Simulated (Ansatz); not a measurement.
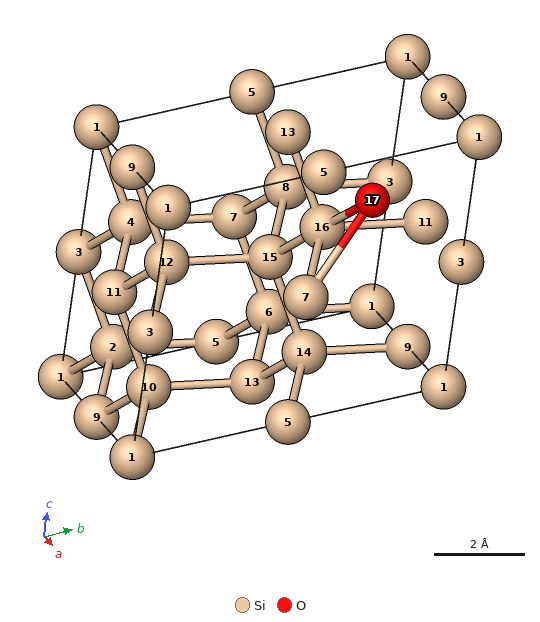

*The starting structure (ball-and-stick view of the cell of the calculation, seen slightly off an axis; atoms are numbered from 1 in the order of the input). An atom can appear more than once, as a periodic image.*

Geometry relaxation of Si$_{16}$O (part 1 of 3)

- system: Si$_{16}$O (defect cell, 17 atoms in the cell)
- method: DFT r2SCAN, scalar-relativistic, plane waves, PAW, spin-polarised (Ansatz 0.2.0)

It belongs to a series of runs on one base structure; here: end point B relaxed. Figures and captions count atoms from 1; the log counts them from 0 in places.

Input file:
```yaml
crystal:
  lattice:
    - [0.0, 5.43, 5.43]
    - [5.43, 0.0, 5.43]
    - [5.43, 5.43, 0.0]
  atoms:
    - { symbol: Si, position: [0.0, 0.0, 0.0] }
    - { symbol: Si, position: [0.125, 0.125, 0.125] }
    - { symbol: Si, position: [0.0, 0.0, 0.5] }
    - { symbol: Si, position: [0.125, 0.125, 0.625] }
    - { symbol: Si, position: [0.0, 0.5, 0.0] }
    - { symbol: Si, position: [0.125, 0.625, 0.125] }
    - { symbol: Si, position: [0.0, 0.5, 0.5] }
    - { symbol: Si, position: [0.125, 0.625, 0.625] }
    - { symbol: Si, position: [0.5, 0.0, 0.0] }
    - { symbol: Si, position: [0.625, 0.125, 0.125] }
    - { symbol: Si, position: [0.5, 0.0, 0.5] }
    - { symbol: Si, position: [0.625, 0.125, 0.625] }
    - { symbol: Si, position: [0.5, 0.5, 0.0] }
    - { symbol: Si, position: [0.625, 0.625, 0.125] }
    - { symbol: Si, position: [0.5, 0.5, 0.5] }
    - { symbol: Si, position: [0.625, 0.625, 0.625] }
    - { symbol: O, position: [0.75976915, 0.74164891, 0.74265822], spin: 1.0 }
magnetization:
  spin_polarized: true
basis:
  ecutwfc: 500.0
kpoints:
  mp_grid: { grid: [2, 2, 2] }
hamiltonian:
  xc: r2scan
scf:
  occupations: { method: gaussian, width: 0.05 }
  lower_state_search: "off"
relax:
  f_tol: 0.03
  max_steps: 60
  adjacent_minimum: "off"
```

Launched with:
```bash
ansatz run input.yaml --threads 4 --pin off --max-ram 10240MiB --backend cpu --events-out ev --progress --plain --runs-dir out
```

What the program printed:
```
Engine: ansatz 0.2.0, x86_64-unknown-linux-gnu
Pseudopotentials: kind: paw
Pseudopotential: Si, paw, valence charge 4, recommended cutoff 500 eV (meta_gga), Si.paw.azcp
Pseudopotential: O, paw, valence charge 6, recommended cutoff 500 eV (meta_gga), O.paw.azcp
Functional definition: r2SCAN
  parameter k0 = 0.174
  parameter k1 = 0.065
  parameter a1 = 4.9479
  exchange = r2scan_x(k0 = k0, k1 = k1, a1 = a1)
  correlation = r2scan_c
Crystal: 17 atoms, lattice volume = 320.206 Å³
Basis set: ecut = 500 eV, 8099 PW (Γ), exchange–correlation on 240×240×240 points (64 copies of the dense FFT grid, shifted against one another)
Bands: 53, of which v1, the nominal top of the filled ones, is band 35 counted from 1 (34 counted from 0)
Symmetry: 1 space group operations
Space group: P1 (ITA 1), of the structure as read, at distance tolerance 6.8e-5 Å
Magnetic group: BNS 1.1 (UNI 1), of the structure as read, at distance tolerance 6.8e-5 Å
k-points: 8
Non-local potential: Si, projectors of the file, l = 0: 2, l = 1: 2, l = 2: 2
Non-local potential: O, projectors of the file, l = 0: 2, l = 1: 2, l = 2: 1
PAW form: soft (Blöchl's): semilocal exchange-correlation on the pseudo side does not see the compensation charge
PAW frozen core: Si, regenerated for the run's functional (the file was generated under x = pbe(κ = 0.804, μ = 0.2195149727645171), c = pbe(β = 0.06672455060314922))
PAW frozen core: O, regenerated for the run's functional (the file was generated under x = pbe(κ = 0.804, μ = 0.2195149727645171), c = pbe(β = 0.06672455060314922))
PAW one-centre angular grid: Si, 302 points (default); XC on 160 Gauss nodes
PAW one-centre angular grid: O, 302 points (default); XC on 160 Gauss nodes
Initial density: superposition of atomic densities (chi_scale 0.1, normalization cell, long waves kept (reshape's long-wave potential 0.45 eV rms))
Starting moments: Σ|m| = 1 μB on 1 of 17 sites
Initial wavefunctions: pseudopotential atomic-orbital guess
Functional: x = r2scan, c = r2scan; τ floored in thin density (d = 2e-4 eV/Å³)
SCF iter   1: F=-10736.078770 eV  HF=-10793.826769 eV  |F-HF|=5.77e1  |Δ(HF+E_count)|=         —  Δρ=5.65e-2 (↑5.65e-2 ↓5.09e-2)  dr2=6.67e1  dr2_τ=4.42e-1  dr2_m=3.36e-2  M=1.000 μB ∫|m|=1.193 μB  β_m=0.30  ethr=3.10e-3  ⟨swp⟩=9.4  Hψ=4897  notcnv=0  defer=28
preconditioner: auto → Kerker (q_TF=auto, 2.118 Å⁻¹)  [metal: Δε(μ)=0.005 eV  Ē_g=8.780 eV  σ=0.050 eV  W_gap=0.06  n_scr=58 (ndim 8)  ℏωp=17.4 eV  f_vac=0.000  D(μ)=12.05/eV (n_scr^D=112)]
spin=Collinear: Kerker preconditioning applied to the charge; magnetization (m = ρ↑ − ρ↓) channel mixes plain (no charge-response kernel on spin).
SCF iter   2: F=-10786.829641 eV  HF=-10788.505093 eV  |F-HF|=1.68e0  |Δ(HF+E_count)|=    5.32e0  Δρ=2.35e-2 (↑2.35e-2 ↓2.14e-2)  dr2=6.11e0  dr2_τ=4.29e-1  dr2_m=3.77e-2  M=1.682 μB ∫|m|=1.741 μB  β_m=0.30  ethr=3.10e-3  ⟨swp⟩=4.6  Hψ=2511  notcnv=0  defer=164  κ⁻¹=1.0e0(r=1)
SCF iter   3: F=-10787.267038 eV  HF=-10788.283776 eV  |F-HF|=1.02e0  |Δ(HF+E_count)|=   2.21e-1  Δρ=1.71e-2 (↑1.71e-2 ↓1.39e-2)  dr2=3.80e0  dr2_τ=9.66e-3  dr2_m=2.50e-2  M=1.968 μB ∫|m|=2.027 μB  β_m=1.00  ethr=3.10e-3  ⟨swp⟩=3.1  Hψ=1796  notcnv=0  defer=135  κ⁻¹=5.7e-3(r=2)
SCF iter   4: F=-10788.107153 eV  HF=-10788.151705 eV  |F-HF|=4.46e-2  |Δ(HF+E_count)|=   1.32e-1  Δρ=4.35e-3 (↑4.35e-3 ↓3.50e-3)  dr2=2.32e-1  dr2_τ=2.08e-3  dr2_m=1.77e-3  M=2.000 μB ∫|m|=2.132 μB  β_m=0.30  ethr=3.10e-3  ⟨swp⟩=3.0  Hψ=1607  notcnv=0  defer=135  κ⁻¹=2.1e-4(r=3)
SCF iter   5: F=-10788.185281 eV  HF=-10788.197313 eV  |F-HF|=1.20e-2  |Δ(HF+E_count)|=   4.56e-2  Δρ=3.75e-3 (↑2.14e-3 ↓3.75e-3)  dr2=9.30e-2  dr2_τ=2.55e-3  dr2_m=1.08e-2  M=1.984 μB ∫|m|=2.117 μB  β_m=0.30  ethr=3.31e-4  ⟨swp⟩=2.4  Hψ=1647  notcnv=0  defer=138  κ⁻¹=4.1e-5(r=4)
SCF iter   6: F=-10788.207129 eV  HF=-10788.218835 eV  |F-HF|=1.17e-2  |Δ(HF+E_count)|=   2.15e-2  Δρ=1.55e-3 (↑1.55e-3 ↓6.57e-4)  dr2=1.77e-2  dr2_τ=7.38e-4  dr2_m=1.45e-3  M=1.999 μB ∫|m|=2.133 μB  β_m=1.00  ethr=1.33e-4  ⟨swp⟩=2.8  Hψ=1454  notcnv=0  defer=140  κ⁻¹=1.2e-5(r=5)
SCF iter   7: F=-10788.222006 eV  HF=-10788.221858 eV  |F-HF|=1.47e-4  |Δ(HF+E_count)|=   3.02e-3  Δρ=6.93e-4 (↑5.89e-4 ↓6.93e-4)  dr2=1.67e-3  dr2_τ=1.73e-4  dr2_m=7.78e-4  M=1.998 μB ∫|m|=2.150 μB  β_m=0.30  ethr=2.52e-5  ⟨swp⟩=2.1  Hψ=1114  notcnv=0  defer=140  κ⁻¹=2.2e-6(r=6)
SCF iter   8: F=-10788.222704 eV  HF=-10788.222130 eV  |F-HF|=5.74e-4  |Δ(HF+E_count)|=   2.72e-4  Δρ=4.69e-4 (↑4.51e-4 ↓4.69e-4)  dr2=2.42e-4  dr2_τ=1.05e-5  dr2_m=5.85e-4  M=1.998 μB ∫|m|=2.151 μB  β_m=1.20  ethr=2.39e-6  ⟨swp⟩=2.0  Hψ=1270  notcnv=0  defer=140
Mixer restart at iter 8: flushing history
spin-set hold released at iteration 8 (site moments contracting): the magnetisation degrees of freedom join the quasi-Newton model from the next iteration; the mixer history was flushed
SCF iter   9: F=-10788.222728 eV  HF=-10788.223026 eV  |F-HF|=2.99e-4  |Δ(HF+E_count)|=   8.96e-4  Δρ=2.84e-4 (↑9.95e-5 ↓2.84e-4)  dr2=5.81e-4  dr2_τ=1.09e-5  dr2_m=5.43e-5  M=1.998 μB ∫|m|=2.156 μB  β_m=1.20  ethr=3.45e-7  ⟨swp⟩=2.0  Hψ=1326  notcnv=0  defer=142  κ⁻¹=1.0e0(r=1)
SCF iter  10: F=-10788.222927 eV  HF=-10788.223043 eV  |F-HF|=1.16e-4  |Δ(HF+E_count)|=   1.68e-5  Δρ=1.84e-4 (↑1.03e-4 ↓1.84e-4)  dr2=3.43e-4  dr2_τ=2.13e-6  dr2_m=1.39e-5  M=1.998 μB ∫|m|=2.156 μB  β_m=1.20  ethr=3.45e-7  ⟨swp⟩=2.0  Hψ=1194  notcnv=0  defer=142  κ⁻¹=1.0e-1(r=2)
SCF iter  11: F=-10788.223092 eV  HF=-10788.223076 eV  |F-HF|=1.53e-5  |Δ(HF+E_count)|=   3.33e-5  Δρ=1.02e-4 (↑8.71e-5 ↓1.02e-4)  dr2=1.20e-4  dr2_τ=4.88e-7  dr2_m=9.92e-7  M=1.998 μB ∫|m|=2.156 μB  β_m=1.20  ethr=3.45e-7  ⟨swp⟩=2.0  Hψ=1247  notcnv=0  defer=142  κ⁻¹=8.5e-3(r=3)
SCF iter  12: F=-10788.223135 eV  HF=-10788.223142 eV  |F-HF|=6.70e-6  |Δ(HF+E_count)|=   6.59e-5  Δρ=3.22e-5 (↑3.22e-5 ↓2.60e-5)  dr2=1.63e-5  dr2_τ=7.48e-8  dr2_m=1.45e-7  M=1.997 μB ∫|m|=2.155 μB  ethr=3.21e-8  ⟨swp⟩=3.0  Hψ=2963  notcnv=0
SCF 1 converged in 12 iterations: F = -10788.223135 eV  dr2 = 1.63e-5
  greatest PAW one-centre occupation: 0.892 electrons in one spin orbital (limit 2), on the O atom at site 16 (counted from 0), in its partial waves of l = 0
relax step   1: F+E_penalty+E_count = -10788.22313550 eV  Δ(F+E_penalty+E_count) = +0.000e0 eV  max|allowed force component| = 4.999e-1 eV/Å  Δτ_max = 0.0000 Å  (12 SCF iters, dr2 threshold 2.25e-5 eV, accepted)
Initial density: handed on by an earlier stage of this run
Starting moments: Σ|m| = 1 μB on 1 of 17 sites; this step starts from the density that it was given
Initial wavefunctions: those handed on with the density
iter 1 solved again at ethr=3.30e-5 eV; its pass at ethr=3.10e-3 eV (dr2=2.31e-2 eV) is discarded
SCF iter   1: F=-10788.309110 eV  HF=-10788.315391 eV  |F-HF|=6.28e-3  |Δ(HF+E_count)|=         —  Δρ=1.54e-3 (↑9.67e-4 ↓1.54e-3)  dr2=2.29e-2  dr2_τ=2.61e-3  dr2_m=1.63e-3  M=1.998 μB ∫|m|=2.160 μB  β_m=1.20  ethr=3.30e-5  ⟨swp⟩=2.4  Hψ=2811  notcnv=0  defer=142
preconditioner: auto → Kerker (q_TF=auto, 2.118 Å⁻¹)  [metal: Δε(μ)=0.045 eV  Ē_g=8.467 eV  σ=0.050 eV  W_gap=0.45  n_scr=58 (ndim 8)  ℏωp=17.1 eV  f_vac=0.000  D(μ)=3.76/eV (n_scr^D=14)]
spin=Collinear: Kerker preconditioning applied to the charge; magnetization (m = ρ↑ − ρ↓) channel mixes plain (no charge-response kernel on spin).
SCF iter   2: F=-10788.311864 eV  HF=-10788.322606 eV  |F-HF|=1.07e-2  |Δ(HF+E_count)|=   7.22e-3  Δρ=9.37e-4 (↑7.64e-4 ↓9.37e-4)  dr2=1.71e-2  dr2_τ=2.23e-5  dr2_m=7.30e-5  M=1.999 μB ∫|m|=2.161 μB  β_m=1.20  ethr=3.28e-5  ⟨swp⟩=2.1  Hψ=1313  notcnv=0  defer=142  κ⁻¹=1.0e0(r=1)
SCF iter   3: F=-10788.317792 eV  HF=-10788.321055 eV  |F-HF|=3.26e-3  |Δ(HF+E_count)|=   1.55e-3  Δρ=5.03e-4 (↑5.03e-4 ↓4.55e-4)  dr2=5.43e-3  dr2_τ=1.42e-5  dr2_m=1.99e-5  M=1.999 μB ∫|m|=2.161 μB  β_m=1.20  ethr=2.45e-5  ⟨swp⟩=1.5  Hψ=846  notcnv=0  defer=142  κ⁻¹=4.6e-1(r=2)
SCF iter   4: F=-10788.320668 eV  HF=-10788.320770 eV  |F-HF|=1.02e-4  |Δ(HF+E_count)|=   2.85e-4  Δρ=1.70e-4 (↑1.70e-4 ↓1.31e-4)  dr2=3.11e-4  dr2_τ=5.37e-6  dr2_m=1.03e-5  M=1.998 μB ∫|m|=2.158 μB  β_m=1.20  ethr=7.76e-6  ⟨swp⟩=2.4  Hψ=1048  notcnv=0  defer=142  κ⁻¹=7.0e-2(r=3)
SCF iter   5: F=-10788.320845 eV  HF=-10788.320851 eV  |F-HF|=5.83e-6  |Δ(HF+E_count)|=   8.11e-5  Δρ=7.34e-5 (↑6.44e-5 ↓7.34e-5)  dr2=6.14e-5  dr2_τ=3.67e-7  dr2_m=1.09e-6  M=1.997 μB ∫|m|=2.156 μB  β_m=1.20  ethr=4.44e-7  ⟨swp⟩=2.2  Hψ=1211  notcnv=0  defer=142  κ⁻¹=4.5e-3(r=4)
SCF iter   6: F=-10788.320854 eV  HF=-10788.320857 eV  |F-HF|=2.78e-6  |Δ(HF+E_count)|=   6.46e-6  Δρ=4.88e-5 (↑4.74e-5 ↓4.88e-5)  dr2=3.48e-5  dr2_τ=8.83e-8  dr2_m=1.06e-7  M=1.997 μB ∫|m|=2.155 μB  β_m=1.20  ethr=2.23e-8  ⟨swp⟩=4.0  Hψ=2386  notcnv=0  κ⁻¹=5.2e-4(r=5)
[...]
  greatest PAW one-centre occupation: 0.891 electrons in one spin orbital (limit 2), on the O atom at site 16 (counted from 0), in its partial waves of l = 0
relax step   2: F+E_penalty+E_count = -10788.32086638 eV  Δ(F+E_penalty+E_count) = -9.773e-2 eV  max|allowed force component| = 4.275e-1 eV/Å  Δτ_max = 0.0368 Å  (8 SCF iters, dr2 threshold 1.56e-5 eV, accepted)
preconditioner: auto → Resta (q_TF=auto, 2.118 Å⁻¹)  ε∞=5.0  [insulator: Δε(μ)=0.074 eV  Ē_g=8.506 eV  σ=0.050 eV  W_gap=0.62  n_scr=58 (ndim 8)  ℏωp=17.1 eV  f_vac=0.000  D(μ)=5.81/eV (n_scr^D=26)  ε∞_Penn≈5.0]
spin=Collinear: Resta preconditioning applied to the charge; magnetization (m = ρ↑ − ρ↓) channel mixes plain (no charge-response kernel on spin).
  greatest PAW one-centre occupation: 0.883 electrons in one spin orbital (limit 2), on the O atom at site 16 (counted from 0), in its partial waves of l = 0
relax step   3: F+E_penalty+E_count = -10788.86528718 eV  Δ(F+E_penalty+E_count) = -5.444e-1 eV  max|allowed force component| = 1.677e0 eV/Å  Δτ_max = 0.1950 Å  (11 SCF iters, dr2 threshold 1.14e-5 eV, accepted)
preconditioner: auto → Kerker (q_TF=auto, 2.118 Å⁻¹)  [metal: Δε(μ)=0.033 eV  Ē_g=8.559 eV  σ=0.050 eV  W_gap=0.35  n_scr=58 (ndim 8)  ℏωp=17.1 eV  f_vac=0.000  D(μ)=4.09/eV (n_scr^D=14)]
spin=Collinear: Kerker preconditioning applied to the charge; magnetization (m = ρ↑ − ρ↓) channel mixes plain (no charge-response kernel on spin).
  greatest PAW one-centre occupation: 0.882 electrons in one spin orbital (limit 2), on the O atom at site 16 (counted from 0), in its partial waves of l = 0
relax step   4: F+E_penalty+E_count = -10789.40186778 eV  Δ(F+E_penalty+E_count) = -5.366e-1 eV  max|allowed force component| = 6.056e-1 eV/Å  Δτ_max = 0.1973 Å  (10 SCF iters, dr2 threshold 1.00e-4 eV, accepted)
preconditioner: auto → Resta (q_TF=auto, 2.118 Å⁻¹)  ε∞=5.0  [insulator: Δε(μ)=0.084 eV  Ē_g=8.596 eV  σ=0.050 eV  W_gap=0.76  n_scr=58 (ndim 8)  ℏωp=17.1 eV  f_vac=0.000  D(μ)=2.50/eV (n_scr^D=14)  ε∞_Penn≈5.0]
spin=Collinear: Resta preconditioning applied to the charge; magnetization (m = ρ↑ − ρ↓) channel mixes plain (no charge-response kernel on spin).
  greatest PAW one-centre occupation: 0.885 electrons in one spin orbital (limit 2), on the O atom at site 16 (counted from 0), in its partial waves of l = 0
relax step   5: F+E_penalty+E_count = -10789.39511411 eV  Δ(F+E_penalty+E_count) = +6.754e-3 eV  max|allowed force component| = 1.156e0 eV/Å  Δτ_max = 0.1950 Å  (9 SCF iters, dr2 threshold 4.78e-5 eV, rejected (line search))
preconditioner: auto → Resta (q_TF=auto, 2.118 Å⁻¹)  ε∞=5.0  [insulator: Δε(μ)=0.109 eV  Ē_g=8.557 eV  σ=0.050 eV  W_gap=0.62  n_scr=58 (ndim 8)  ℏωp=17.1 eV  f_vac=0.000  D(μ)=3.90/eV (n_scr^D=14)  ε∞_Penn≈5.0]
spin=Collinear: Resta preconditioning applied to the charge; magnetization (m = ρ↑ − ρ↓) channel mixes plain (no charge-response kernel on spin).
relax step   6: F+E_penalty+E_count = -10789.52259005 eV  Δ(F+E_penalty+E_count) = -1.207e-1 eV  max|allowed force component| = 4.191e-1 eV/Å  Δτ_max = 0.0968 Å  (12 SCF iters, accepted)
preconditioner: auto → Kerker (q_TF=auto, 2.118 Å⁻¹)  [metal: Δε(μ)=0.024 eV  Ē_g=8.577 eV  σ=0.050 eV  W_gap=0.27  n_scr=58 (ndim 8)  ℏωp=17.1 eV  f_vac=0.000  D(μ)=6.96/eV (n_scr^D=50)]
spin=Collinear: Kerker preconditioning applied to the charge; magnetization (m = ρ↑ − ρ↓) channel mixes plain (no charge-response kernel on spin).
```
